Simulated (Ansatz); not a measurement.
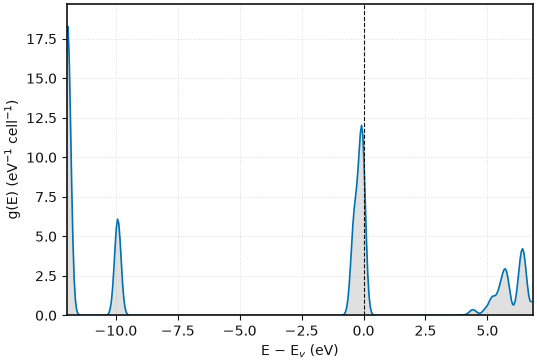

Describe the figure.

Density of states of KI, space group I-4m2, 2 atoms in the cell, zincblende type, uniaxial (z) strain −1.5%. Computed with Ansatz: DFT, PBE, plane waves, PAW, no spin polarisation, 6×6×6 k mesh. Energies are counted from the top of the valence band. The curve is built from the levels of the k mesh with Gaussians 0.3 eV wide, which also blur the band edges.

There is a gap; over the k points computed it is 3.95 eV (direct among those points). Within the window shown, the tallest peak of the filled states lies 0.1 eV under the valence-band top, at about 12 states per eV and cell.

Spin-orbit coupling is left out, which matters for I.
